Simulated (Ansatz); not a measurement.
## Electronic structure of Si25C23 (cell with a defect) in real space

The calculation's input:

```
crystal:
  lattice:
    - [6.152, 0.0, 0.0]
    - [-4.614, 7.991682426, 0.0]
    - [0.0, 0.0, 10.096]
  atoms:
    - { symbol: Si, position: [0.1666666666, 0.2222222222, 0.0] }
    - { symbol: Si, position: [0.1666666666, 0.2222222222, 0.5] }
    - { symbol: Si, position: [0.1666666666, 0.5555555556, 0.0] }
    - { symbol: Si, position: [0.1666666666, 0.5555555556, 0.5] }
    - { symbol: Si, position: [0.1666666666, 0.8888888889, 0.0] }
    - { symbol: Si, position: [0.1666666666, 0.8888888889, 0.5] }
    - { symbol: Si, position: [0.6666666666, 0.2222222222, 0.0] }
    - { symbol: Si, position: [0.6666666666, 0.2222222222, 0.5] }
    - { symbol: Si, position: [0.6666666666, 0.5555555556, 0.0] }
    - { symbol: Si, position: [0.6666666666, 0.5555555556, 0.5] }
    - { symbol: Si, position: [0.6666666666, 0.8888888889, 0.0] }
    - { symbol: Si, position: [0.6666666666, 0.8888888889, 0.5] }
    - { symbol: Si, position: [0.3333333334, 0.1111111111, 0.25] }
    - { symbol: Si, position: [0.3333333334, 0.1111111111, 0.75] }
    - { symbol: Si, position: [0.3333333334, 0.4444444444, 0.25] }
    - { symbol: Si, position: [0.3333333334, 0.4444444444, 0.75] }
    - { symbol: Si, position: [0.3333333334, 0.7777777778, 0.25] }
    - { symbol: Si, position: [0.3333333334, 0.7777777778, 0.75] }
    - { symbol: Si, position: [0.8333333334, 0.1111111111, 0.25] }
    - { symbol: Si, position: [0.8333333334, 0.1111111111, 0.75] }
    - { symbol: Si, position: [0.8333333334, 0.4444444444, 0.25] }
    - { symbol: Si, position: [0.8333333334, 0.4444444444, 0.75] }
    - { symbol: Si, position: [0.8333333334, 0.7777777778, 0.25] }
    - { symbol: Si, position: [0.8333333334, 0.7777777778, 0.75] }
    - { symbol: Si, position: [0.1666666666, 0.2222222222, 0.1925] }
    - { symbol: C, position: [0.1666666666, 0.2222222222, 0.6925] }
    - { symbol: C, position: [0.1666666666, 0.5555555556, 0.1925] }
    - { symbol: C, position: [0.1666666666, 0.5555555556, 0.6925] }
    - { symbol: C, position: [0.1666666666, 0.8888888889, 0.1925] }
    - { symbol: C, position: [0.1666666666, 0.8888888889, 0.6925] }
    - { symbol: C, position: [0.6666666666, 0.2222222222, 0.1925] }
    - { symbol: C, position: [0.6666666666, 0.2222222222, 0.6925] }
    - { symbol: C, position: [0.6666666666, 0.5555555556, 0.1925] }
    - { symbol: C, position: [0.6666666666, 0.5555555556, 0.6925] }
    - { symbol: C, position: [0.6666666666, 0.8888888889, 0.1925] }
    - { symbol: C, position: [0.6666666666, 0.8888888889, 0.6925] }
    - { symbol: C, position: [0.3333333334, 0.1111111111, 0.4425] }
    - { symbol: C, position: [0.3333333334, 0.1111111111, 0.9425] }
    - { symbol: C, position: [0.3333333334, 0.4444444444, 0.4425] }
    - { symbol: C, position: [0.3333333334, 0.4444444444, 0.9425] }
    - { symbol: C, position: [0.3333333334, 0.7777777778, 0.4425] }
    - { symbol: C, position: [0.3333333334, 0.7777777778, 0.9425] }
    - { symbol: C, position: [0.8333333334, 0.1111111111, 0.4425] }
    - { symbol: C, position: [0.8333333334, 0.1111111111, 0.9425] }
    - { symbol: C, position: [0.8333333334, 0.4444444444, 0.4425] }
    - { symbol: C, position: [0.8333333334, 0.4444444444, 0.9425] }
    - { symbol: C, position: [0.8333333334, 0.7777777778, 0.4425] }
    - { symbol: C, position: [0.8333333334, 0.7777777778, 0.9425] }
kpoints:
  mp_grid: { grid: [4, 3, 2] }
scf:
  occupations: { method: fermi_dirac, width: 0.01 }
hamiltonian:
  xc: pbe
  pseudopotentials: { kind: paw }
output:
  forces: true
  stress: true
  populations: true
  efg: { contact_densities: true }
  write_density: true
  write_potential: true
  elf: true
  volumetric_format: npy
relax:
  f_tol: 0.03
  max_steps: 40
```

Command:

```sh
ansatz run input.yaml --threads 1 --pin off --max-ram 3072MiB --backend cpu --events-out ev --progress --plain --runs-dir out
```

The fields are those of the relaxed geometry.

Computed pressure about 11 GPa in this cell.

All numbers below come from DFT, PBE, plane-wave PAW, default files, scalar-relativistic in Ansatz 0.2.0.

Core electrons are frozen (PAW), and the valence fields are smoothed inside the atomic spheres.

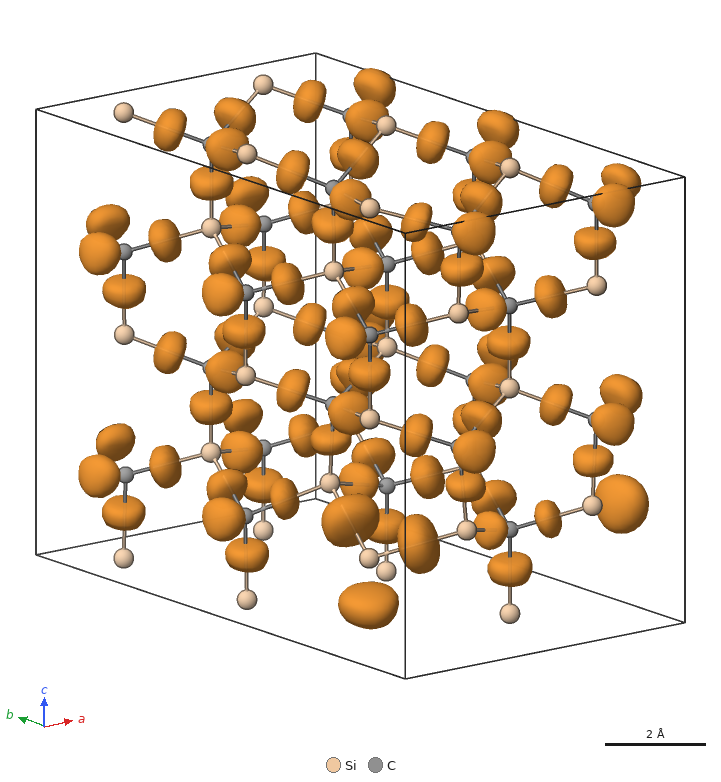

Figure 1. Isosurface of the ELF at 0.85 (orange), seen at an oblique angle. Core shells and regions of very low density are left out. Sticks mark near contacts.

**Identify the bonds, lone pairs and shells in this picture.**

The ELF exceeds this value in 92 regions between bonded C–Si atoms (shared pairs) and four regions between bonded Si–Si atoms (shared pairs), counted in one cell of 48 atoms. Regions shared between cells count once.


Si–C (1.83 Å): the ELF peaks at about 0.95 between the atoms: a covalent bond. Si–Si (2.12 Å): the ELF peaks at about 1 between the atoms: localised, covalent bonding.

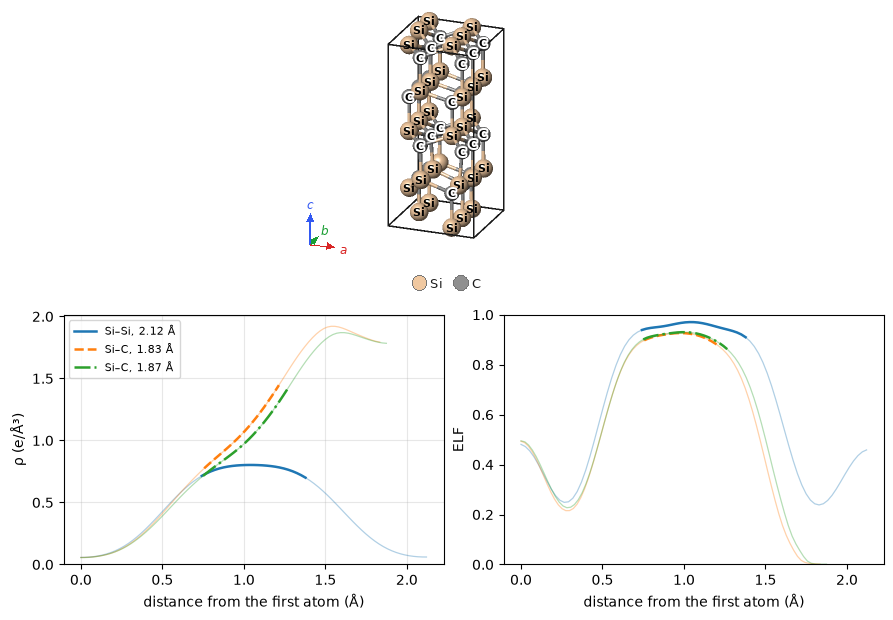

Figure 2. Valence pseudo-density and ELF along straight lines between neighbouring atoms. Thin, pale parts lie inside the atomic spheres. The structure is drawn too.

**What kind of bonding do the profiles show?**

Si–Si (2.12 Å): ρ is about 0.8 e/Å³ halfway; the ELF peaks at about 1 between the atoms (a covalent bond).
Si–C (1.83 Å): ρ at the midpoint is about 0.96 e/Å³; the ELF peaks at about 0.95 between the atoms (a shared electron pair).
Si–C (1.87 Å): the density is about 0.9 e/Å³ at the midpoint; the ELF peaks at about 0.95 between the atoms; localised, covalent bonding.

**Does the calculation make it a metal, or give it a gap?**

It is gapped, with a Kohn–Sham gap of 1.2 eV on the k-point mesh (the band edges may lie off the mesh, which would make the gap smaller).
